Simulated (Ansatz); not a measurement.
## Energy of HfN along an even scaling of the cell

System: HfN (F-43m, 2 atoms in the cell).
Method: Kohn-Sham DFT of a periodic cell, PBEsol, all-electron LAPW, scalar-relativistic, no spin polarisation (Ansatz 0.2.0).

The 7 runs differ only in the geometry, by an even scaling of the cell at fixed fractional positions. The structure derives from a Materials Project entry.

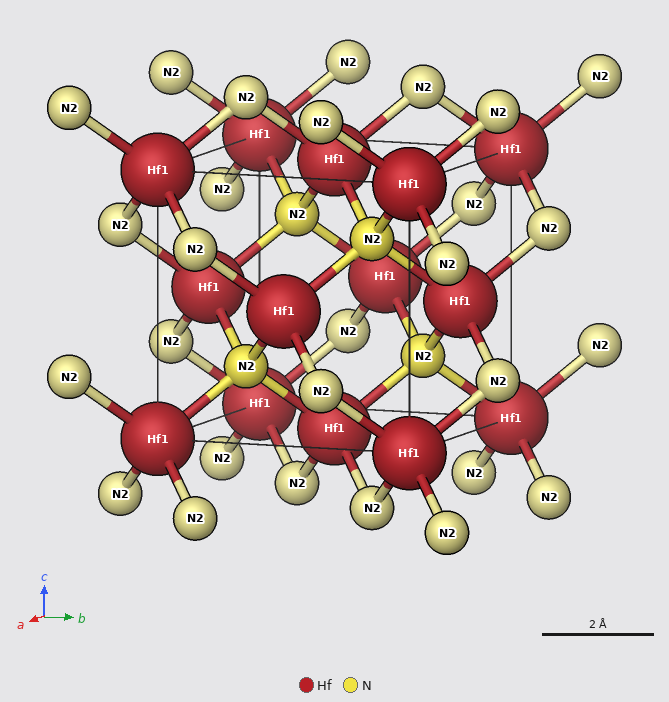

Figure 1. The structure of run 4 (ball-and-stick view of the cell 4 times as large as that of the calculation, set on its symmetry axes, seen slightly off an axis; neighbours outside the cell are drawn fainter; atoms are numbered from 1 in the order of the input). An atom can appear more than once, as a periodic image.

## Input of run 4
```yaml
crystal:
  lattice:
    - [0.0, 2.454822, 2.454822]
    - [2.454822, 0.0, 2.454822]
    - [2.454822, 2.454822, 0.0]
  atoms:
    - { symbol: Hf, position: [0.0, 0.0, 0.0] }
    - { symbol: "N", position: [0.25, 0.25, 0.25] }
kpoints:
  mp_grid: { grid: [9, 9, 9] }
scf:
  occupations: { method: fermi_dirac, width: 0.05 }
hamiltonian:
  xc: pbesol
  pseudopotentials: { kind: all_electron, lapw: { basis_error: 0.0005 } }
output:
  forces: true
  stress: true
  eigenvalues: true
```

Command:
```bash
ansatz run input.yaml --threads 1 --pin off --max-ram 3072MiB --backend cpu --events-out ev --progress --plain --runs-dir out
```

Lattice vectors (Å) and fractional positions of run 4:
```
   0.000000    2.454822    2.454822
   2.454822    0.000000    2.454822
   2.454822    2.454822    0.000000
Hf  0.000000  0.000000  0.000000
N   0.250000  0.250000  0.250000
```

Run 6 differs from it as follows:
```diff
-    - [0.0, 2.454822, 2.454822]
-    - [2.454822, 0.0, 2.454822]
-    - [2.454822, 2.454822, 0.0]
+    - [0.0, 2.487125994, 2.487125994]
+    - [2.487125994, 0.0, 2.487125994]
+    - [2.487125994, 2.487125994, 0.0]
```

## Results, with one run withheld

```csv
run,volume per atom (Å³),"free energy per atom, from the lowest run given (meV)",pressure (GPa)
1,13.906,11.37,7.72
2,14.201,1.57,3.00
3,14.497,0.00,−1.22
4,14.793,5.83,−5.02
5,15.089,18.32,−8.45
6,15.385,?,?
7,15.681,60.82,−14.36
```

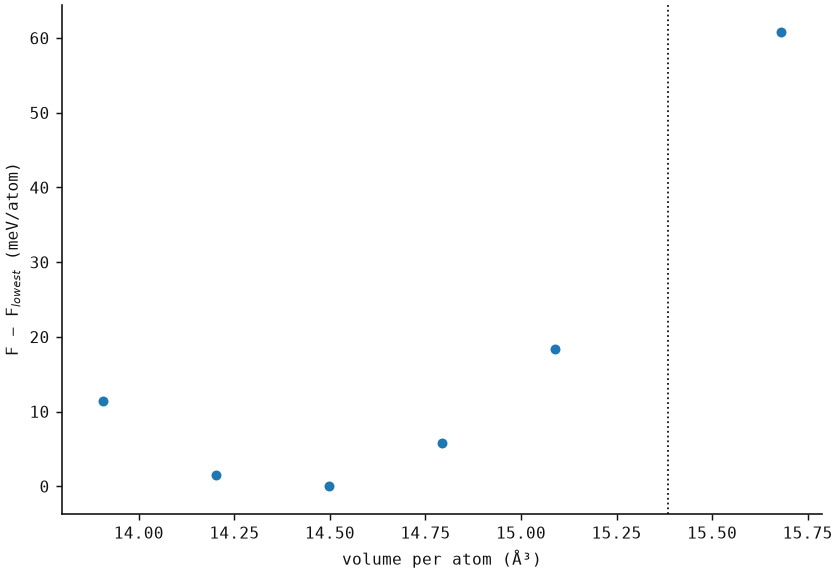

Figure 2. Free energy per atom of the runs given; the dotted line marks run 6.

What should run 6 give?

A cubic polynomial in V^(−2/3) (the Birch–Murnaghan form), fitted to the 6 runs given, misses them by at most 0.01 meV per atom. With x = V^(−2/3) − 0.16683 Å⁻², it reads F = 2.6646 − 2931.5 x + 7.1339e+05 x² + 2.1975e+05 x³ (meV per atom). At run 6 it gives 36.86 meV per atom, and the run itself gives 36.85. The slope of the fit gives a pressure −dF/dV of −11.55 GPa there, and the run prints −11.56 GPa. The fit has its minimum at 14.409 Å³ per atom, where V d²F/dV² gives 201 GPa: the bulk modulus at this level, since symmetry fixes the shape and the positions.

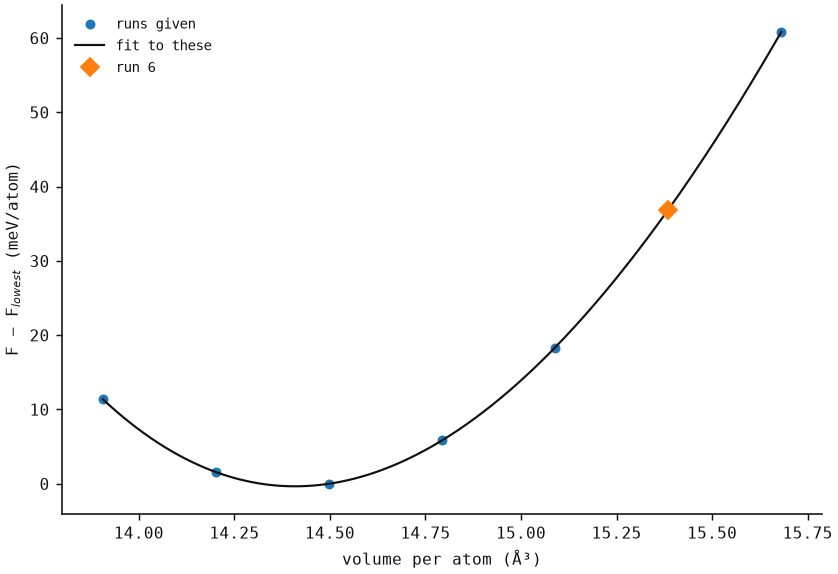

Figure 3. The fit and the withheld run.

## Output, shortened to warnings, some set-up lines, iterations and results (run 6)
```
Basis set: ecut = 411.0769364558051 eV, 561 PW (Γ), exchange–correlation at level 2
Symmetry: 24 space group operations
k-points: 35 of 729 (time reversal used)
Initial density: superposition of atomic densities (chi_scale 0.1, normalization cell, long waves kept (reshape's long-wave potential 0.00 eV rms))
[...]
SCF iter   1: F=—  HF=-411617.010692 eV  |F-HF|=—  |Δ(HF+E_count)|=         —  Δρ=1.27e-1  dr2=6.93e0  ethr=1.36e-2  ⟨swp⟩=2.0  Hψ=6615  notcnv=0
SCF iter   2: F=—  HF=-411615.084327 eV  |F-HF|=—  |Δ(HF+E_count)|=    1.93e0  Δρ=5.36e-2  dr2=8.33e-1  ethr=1.36e-2  ⟨swp⟩=3.0  Hψ=3227  notcnv=0
SCF iter   3: F=—  HF=-411614.577627 eV  |F-HF|=—  |Δ(HF+E_count)|=   5.07e-1  Δρ=9.72e-3  dr2=3.24e-2  ethr=6.34e-5  ⟨swp⟩=2.0  Hψ=5731  notcnv=0
SCF iter   4: F=—  HF=-411614.551183 eV  |F-HF|=—  |Δ(HF+E_count)|=         —  Δρ=4.63e-3  dr2=7.56e-3  ethr=6.34e-5  ⟨swp⟩=2.0  Hψ=3424  notcnv=0
SCF iter   5: F=—  HF=-411614.545517 eV  |F-HF|=—  |Δ(HF+E_count)|=   5.67e-3  Δρ=1.14e-3  dr2=3.17e-4  ethr=1.48e-5  ⟨swp⟩=2.0  Hψ=3272  notcnv=0
SCF iter   6: F=—  HF=-411614.545137 eV  |F-HF|=—  |Δ(HF+E_count)|=   3.80e-4  Δρ=3.20e-4  dr2=1.84e-5  ethr=6.21e-7  ⟨swp⟩=2.5  Hψ=3291  notcnv=0
SCF iter   7: F=—  HF=-411614.545133 eV  |F-HF|=—  |Δ(HF+E_count)|=   3.73e-6  Δρ=9.50e-5  dr2=3.53e-6  ethr=3.61e-8  ⟨swp⟩=3.0  Hψ=3395  notcnv=0
SCF iter   8: F=—  HF=-411614.545133 eV  |F-HF|=—  |Δ(HF+E_count)|=   5.56e-7  Δρ=1.74e-5  dr2=1.28e-7  ethr=6.93e-9  ⟨swp⟩=2.0  Hψ=3272  notcnv=0
SCF iter   9: F=-411614.545133 eV  HF=-411614.545133 eV  |F-HF|=3.49e-10  |Δ(HF+E_count)|=   4.19e-8  Δρ=7.90e-7  dr2=2.16e-10  ethr=2.51e-10  ⟨swp⟩=2.0  Hψ=3272  notcnv=0
SCF 1 converged in 9 iterations: F = -411614.545133 eV  dr2 = 2.16e-10
SCF converged after 9 iterations
Free energy (F): -411614.545133 eV
Harris-Foulkes:  -411614.545133 eV  (|F-HF|=3.49e-10)
Internal energy: -411614.539132 eV  (E = F + TS)
E sigma→0 (E₀):  -411614.542132 eV
Entropy (-TS):   -0.006001 eV (-3.000 meV/atom)
Fermi energy:    17.167702 eV
--- Per-component energies (eV) ---
  E_band       = -5698.805438
  E_kinetic    = 457778.587757
  E_xc         = -8471.942078
  E_electrostatic = -860921.184811  (all electrons and nuclei)
  E_smearing   = -0.006001  (= −TS)
  E_closure    = 0.000000  (closes the sum)
  E_atoms      = -411595.030029  (free atoms, spherical and without spin; not in F)
  Σ components = -411614.545133   (vs F -411614.545133, Δ=0.00e0)
  Basis errors (estimates in eV, not in F): energy 2.2e-4 per atom: plane waves 2.0e-4 (1.2e-4 summed), levels above the bands 2.7e-70, relativity 1.5e-8, radial functions 2.1e-5, core shells 1.6e-11; eigenvalues (radial functions only) 1.4e-6; not estimated: angular momenta, meshes, grids; target …
--- Forces (eV/Å), atoms counted from 1 ---
  atom   1  Hf     0.00000000    -0.00000000     0.00000000
  atom   2  N     -0.00000000     0.00000000    -0.00000000
  max |Σ_I F_I| component: 7.40e-17 eV/Å
--- Stress (GPa, compression-positive) ---
      -11.559589       0.000000       0.000000
        0.000000     -11.559589      -0.000000
        0.000000      -0.000000     -11.559589
  P = ⅓ Tr σ = -11.5596 GPa (-115.596 kbar)
```

Notes: Spin–orbit coupling is left out, which matters for Hf. The cell holds an odd number of electrons but the run has no spin polarisation, so a band is left half filled.
